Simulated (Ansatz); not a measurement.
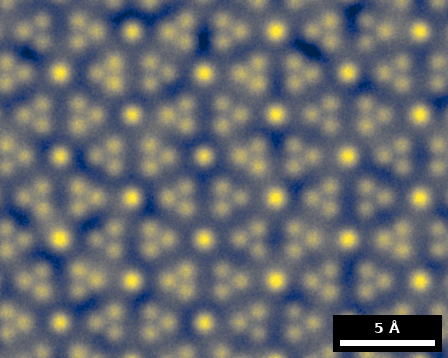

An image along [111] of one of the structures below (computed or model cells, partly hypothetical, each in its standard cell). The image is simulated as a sum over atoms of Z^1.8, blurred by a 0.79 Å probe (no channelling). The probe carries 25 % of its weight in a tail 2.5 times as wide. The display is stretched by a gamma of 0.65; percentages refer to the linear signal. Shot noise and the speckle of an amorphous layer were added.

A. Ge
Space group P4_32_12 (No. 96). a = 6.038 Å, b = 6.038 Å, c = 7.221 Å, α = 90.00°, β = 90.00°, γ = 90.00°
```tsv
atom	site	symmetry	x	y	z
Ge	4a	..2	0.0874	0.0874	0.0000
Ge	8b	1	0.1704	0.3716	0.2530
```

B. Ge
Space group Pm-3n (No. 223). a = 5.423 Å, b = 5.423 Å, c = 5.423 Å, α = 90.00°, β = 90.00°, γ = 90.00°
```csv
atom,site,symmetry,x,y,z
Ge,2a,m-3.,0.0000,0.0000,0.0000
Ge,6c,-4m.2,0.2500,0.0000,0.5000
```

C. Ge
Space group Fd-3m:1 (No. 227). a = 5.630 Å, b = 5.630 Å, c = 5.630 Å, α = 90.00°, β = 90.00°, γ = 90.00°
| atom | site | symmetry | x | y | z |
| --- | --- | --- | --- | --- | --- |
| Ge | 8a | -43m | 0.0000 | 0.0000 | 0.0000 |

D. W
Space group P6_3/mmc (No. 194). a = 2.765 Å, b = 2.765 Å, c = 9.831 Å, α = 90.00°, β = 90.00°, γ = 120.00°
| atom | site | symmetry | x | y | z |
| --- | --- | --- | --- | --- | --- |
| W | 2a | -3m. | 0.0000 | 0.0000 | 0.0000 |
| W | 2c | -6m2 | 0.3333 | 0.6667 | 0.2500 |

Q: Which structure was imaged?

B, Ge. Along [111] the projected cells are A 5.08 × 5.08 Å, 114°; B 4.43 × 4.43 Å, 120°; C 2.30 × 2.30 Å, 120°; D 2.66 × 2.74 Å, 119°. The image repeats as B does, and its brightest columns are Ge.

Structure B: the end point of a relaxation with DFT, PBE, plane waves (420 eV) with PAW, scalar-relativistic (Ansatz 0.2.0); the starting structure was generated, so it need not be a known form of this composition.
